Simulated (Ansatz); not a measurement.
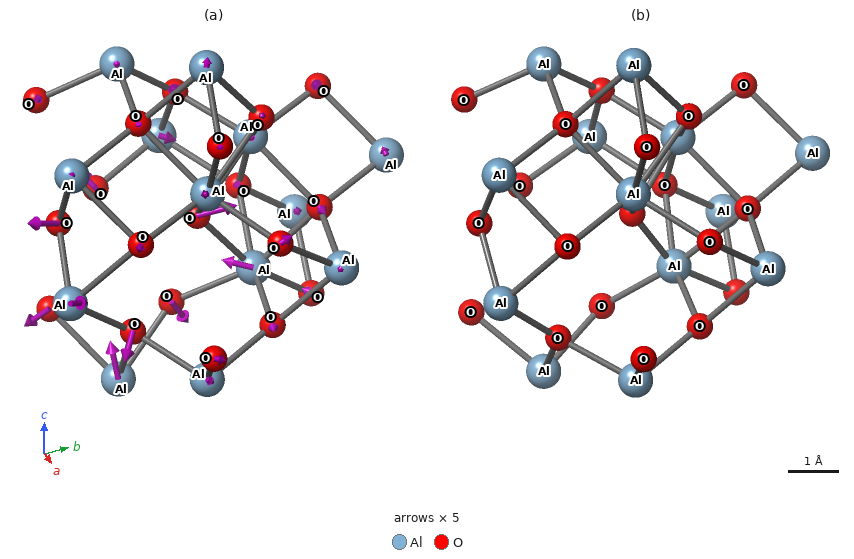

The structure of a defect cell of composition Al47O72 (cell charge +1) before (left) and after (right) a relaxation, at one scale. The purple arrows give the displacements, 5 times their true length.

A ball-and-stick model of the atoms within 4.2 Å of the atom that moves most (axes of the cell of the calculation (origin shifted)), seen slightly off an axis.

Theory: Ansatz, DFT, PBEsol, PAW, plane waves. (plane-wave cutoff 420 eV; k-point mesh 1 × 1 × 1; mesh shifted by (0.25, 0.25, 0.25); no spin polarisation; atoms relaxed in a fixed cell; force threshold 0.03 eV/Å; at most 80 steps)

Q: Summarise the run.

A: The atom that moves furthest is an O atom (0.17 Å roughly along [3 3 1]). Largest moves by element: O 0.17 Å, Al 0.17 Å. The cell stays as it was. Some distances before and after: Al–O 1.937 → 1.811 Å, Al–O 1.984 → 1.870 Å, Al–O 2.007 → 1.901 Å, Al–O 1.782 → 1.878 Å. Among the angles between lasting bonds that change: O–Al–O 84.4° → 99.6°, Al–O–Al 131.8° → 142.4°, O–Al–O 161.1° → 171.6°. Over 6 geometry steps the energy falls by 2.404 eV per cell of the calculation. The largest force component goes from 2.3 to 0.028 eV/Å. The run took 2.1 min on 7 threads of Arm Neoverse-V2, peak memory 2.5 GiB.

Limits of the set-up: the cell is charged, on a uniform background, and energies carry no finite-size correction.
